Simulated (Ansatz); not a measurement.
Single-point calculation of MgO

MgO (2 atoms in the cell), computed with DFT, PBE, dispersion d4, plane waves, PAW, no spin polarisation (Ansatz 0.2.0).

The structure was built on a prototype by a generator; it need not be a known phase.

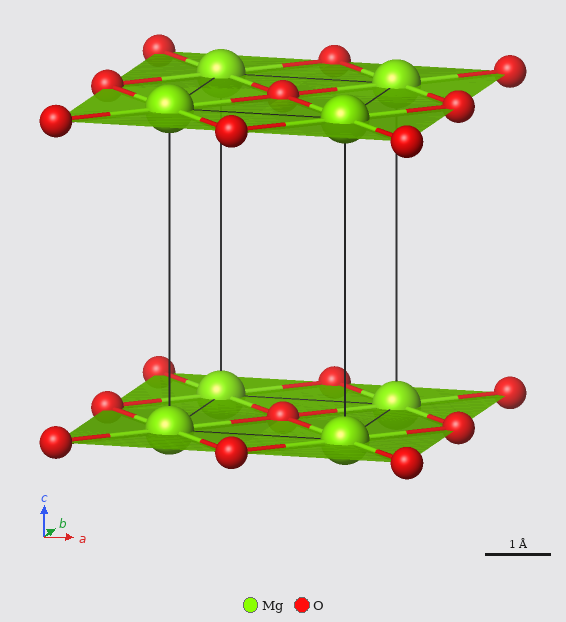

**Figure 1.** The structure (polyhedral view of the cell of the calculation, seen slightly off an axis; polyhedra are completed across the faces of the cell).

### The input
```yaml
crystal:
  lattice:
    - [2.8288799266, 0.0, 0.0]
    - [0.0, 2.8288799266, 0.0]
    - [0.0, 0.0, 5.0728982557]
  atoms:
    - { symbol: Mg, position: [0.0, 0.0, 0.0] }
    - { symbol: O, position: [0.5, 0.5, 0.0] }
basis:
  ecutwfc: 420
kpoints:
  mp_grid: { grid: [10, 10, 6] }
hamiltonian:
  xc: pbe
  dispersion: d4
scf:
  occupations: { method: gaussian, width: 0.02 }
output:
  forces: true
  eigenvalues: true
  stress: true
```

Run as:
```bash
ansatz run input.yaml --threads 1 --pin off --max-ram 2560MiB --backend cpu --events-out ev --progress --plain --runs-dir out
```

### What the program printed
```
Engine: ansatz 0.2.0, x86_64-unknown-linux-gnu
Pseudopotentials: kind: paw
Pseudopotential: Mg, paw, valence charge 10, recommended cutoff 420 eV (normal), Mg.paw.azcp
Pseudopotential: O, paw, valence charge 6, recommended cutoff 420 eV (normal), O.paw.azcp
Functional definition: PBE
  parameter kappa = 0.804
  parameter beta = 0.06672455060314922
  exchange = pbe_x(kappa = kappa, mu = beta*pi^2/3)
  correlation = pbe_c(beta = beta)
Crystal: 2 atoms, lattice volume = 40.596 Å³
Basis set: ecut = 420 eV, 805 PW (Γ), exchange–correlation on 40×40×72 points (8 copies of the dense FFT grid, shifted against one another)
Bands: 12, of which v1, the nominal top of the filled ones, is band 8 counted from 1 (7 counted from 0)
Symmetry: 16 space group operations
Space group: P4/mmm (ITA 123), of the structure as read, at distance tolerance 3.4e-5 Å
k-points: 84 of 600
Non-local potential: Mg, projectors of the file, l = 0: 3, l = 1: 2, l = 2: 1
Non-local potential: O, projectors of the file, l = 0: 2, l = 1: 2, l = 2: 1
PAW form: soft (Blöchl's): semilocal exchange-correlation on the pseudo side does not see the compensation charge
PAW one-centre angular grid: Mg, 110 points (default); XC on 64 Gauss nodes
PAW one-centre angular grid: O, 110 points (default); XC on 64 Gauss nodes
Initial density: superposition of atomic densities (neutral atoms: chi_scale 0, normalization atom), corrected by the library's trained network
Initial wavefunctions: pseudopotential atomic-orbital guess
Functional: x = pbe(κ = 0.804, μ = 0.2195149727645171), c = pbe(β = 0.06672455060314922)
SCF iter   1: F=—  HF=-2493.544635 eV  |F-HF|=—  |Δ(HF+E_count)|=         —  Δρ=2.88e-3  dr2=2.25e-3  ethr=1.77e-3  ⟨swp⟩=6.1  Hψ=6077  notcnv=0
preconditioner: auto → none  [insulator: Δε(μ)=2.215 eV  Ē_g=14.282 eV  σ=0.020 eV  W_gap=1.00  n_scr=6 (ndim 8)  ℏωp=16.5 eV  f_vac=0.416  D(μ)=0.00/eV (n_scr^D=0)  ε∞_Penn≈2.3]
SCF iter   2: F=—  HF=-2493.546159 eV  |F-HF|=—  |Δ(HF+E_count)|=   1.52e-3  Δρ=1.76e-3  dr2=8.41e-4  ethr=1.41e-5  ⟨swp⟩=2.2  Hψ=2341  notcnv=0
SCF iter   3: F=—  HF=-2493.546409 eV  |F-HF|=—  |Δ(HF+E_count)|=   2.49e-4  Δρ=7.37e-4  dr2=1.44e-4  ethr=5.25e-6  ⟨swp⟩=2.0  Hψ=1606  notcnv=0
SCF iter   4: F=—  HF=-2493.546721 eV  |F-HF|=—  |Δ(HF+E_count)|=   3.13e-4  Δρ=2.15e-4  dr2=1.36e-5  ethr=9.00e-7  ⟨swp⟩=2.0  Hψ=1584  notcnv=0
SCF iter   5: F=—  HF=-2493.546700 eV  |F-HF|=—  |Δ(HF+E_count)|=   2.15e-5  Δρ=3.60e-5  dr2=5.01e-7  ethr=8.50e-8  ⟨swp⟩=2.0  Hψ=1544  notcnv=0
SCF iter   6: F=-2493.546702 eV  HF=-2493.546702 eV  |F-HF|=6.94e-9  |Δ(HF+E_count)|=   1.98e-6  Δρ=4.74e-6  dr2=7.70e-9  ethr=6.25e-10  ⟨swp⟩=7.1  Hψ=5282  notcnv=0
SCF 1 converged in 6 iterations: F = -2493.546702 eV  dr2 = 7.70e-9
  greatest PAW one-centre occupation: 1.000 electrons in one spin orbital (limit 2), on the Mg atom at site 0 (counted from 0), in its partial waves of l = 1
```

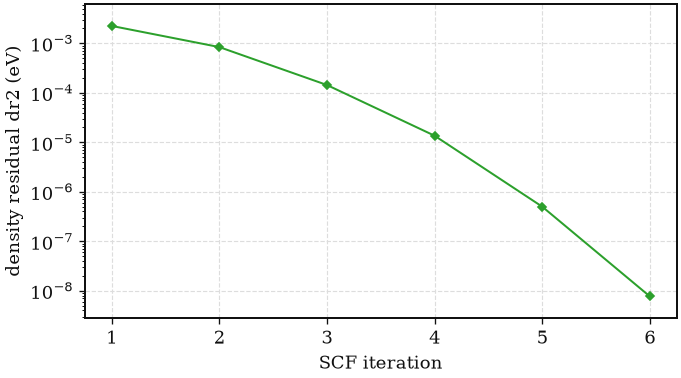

**Figure 2.** Convergence of the self-consistent field: density residual dr2 against the SCF iteration. The residual falls at every step.

```
SCF converged after 6 iterations
Free energy (F): -2493.546702 eV
Harris-Foulkes:  -2493.546702 eV  (|F-HF|=6.94e-9)
Internal energy: -2493.546702 eV  (E = F + TS)
E sigma→0 (E₀):  -2493.546702 eV
Fermi energy:    2.294333 eV
--- Per-component energies (eV) ---
  E_band       = -403.832395
  E_kinetic    = 253.386173
  E_local      = -2827.024713  (includes V_loc(G=0)·N_el)
  E_nonlocal   = 142.979414
  E_hartree    = 1111.294096
  E_xc         = -104.114748
  E_vxc        = -133.263984  (∫ρ·V_xc dr)
  E_paw        = -449.976500  (= ΣΔE_a)
  E_vpaw       = -62.498439  (= ΣTr[D̂ρ^β])
  E_aug_tail   = 0.002454  (compensation charges beyond the density's cutoff)
  E_ewald      = -619.886449
  E_disp       = -0.206429  (pairwise vdW)
  E_smearing   = -0.000000  (= −TS)
  E_closure    = -0.000000  (closes the sum)
  Σ components = -2493.546702   (vs F -2493.546702, Δ=0.00e0)
--- Forces (eV/Å), atoms counted from 1 ---
  atom   1  Mg     0.00000000     0.00000000     0.00000000
  atom   2  O      0.00000000    -0.00000000     0.00000000
  max |Σ_I F_I| component: 3.35e-30 eV/Å
--- Stress (GPa, compression-positive) ---
       -0.966398       0.000000       0.000000
        0.000000      -0.966398       0.000000
        0.000000       0.000000      -0.612989
  P = ⅓ Tr σ = -0.8486 GPa (-8.486 kbar)
--- Band table (eV; the first three rows and the last of 84) ---
  k-point 0: bands = ["-71.5071", "-38.4092", "-38.1629", "-38.1629", "-15.1281", "-0.5996", "0.9188", "0.9188", "3.4324", "9.5588", "10.8188", "13.4575"]
  k-point 1: bands = ["-71.5071", "-38.4092", "-38.1629", "-38.1629", "-15.1271", "-0.6972", "0.9195", "0.9195", "3.7673", "8.5537", "11.8933", "13.4775"]
  k-point 2: bands = ["-71.5071", "-38.4092", "-38.1629", "-38.1629", "-15.1250", "-0.8706", "0.9201", "0.9201", "4.6358", "7.1606", "13.5182", "13.5292"]
  k-point 83: bands = ["-71.4955", "-38.3965", "-38.2244", "-38.2244", "-14.0129", "-1.5594", "-1.5594", "1.1119", "10.3089", "11.3085", "11.3085", "11.5091"]
```

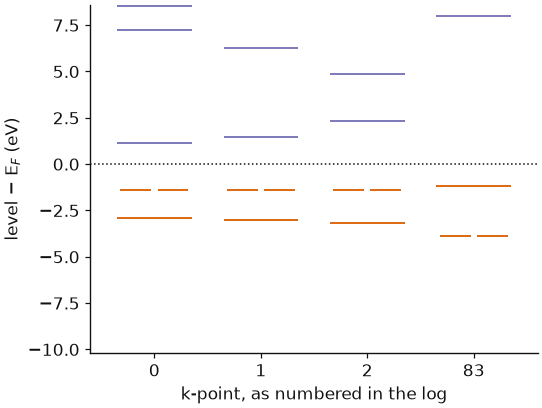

**Figure 3.** Kohn–Sham levels near the Fermi level (dotted) at the few k-points that the log prints; levels within 0.02 eV of each other stand side by side. Among these points the highest filled and lowest empty levels are 2.32 eV apart; the gap on the full mesh, 2.28 eV, has an edge at a point that isn't printed.

### Summary

| quantity | value |
| --- | --- |
| outcome | converged |
| space group (tolerance 0.01 Å) | P4/mmm (123) |
| electrons treated | 16 |
| free energy | −2493.5467 eV |
| Fermi energy | 2.294 eV |
| gap on the k-point mesh | 2.28 eV |
| pressure | −0.85 GPa |
| largest force (length of the vector) | under 0.001 eV/Å |
| hardware | 1 thread of Intel Xeon @ 2.50GHz (Skylake/Cascade Lake), 192 GiB of memory available, shared host |
| wall time | 4.3 s |
| peak memory | 0.37 GiB |

### Remarks

Settings chosen away from the usual ones: hamiltonian.dispersion set to d4.
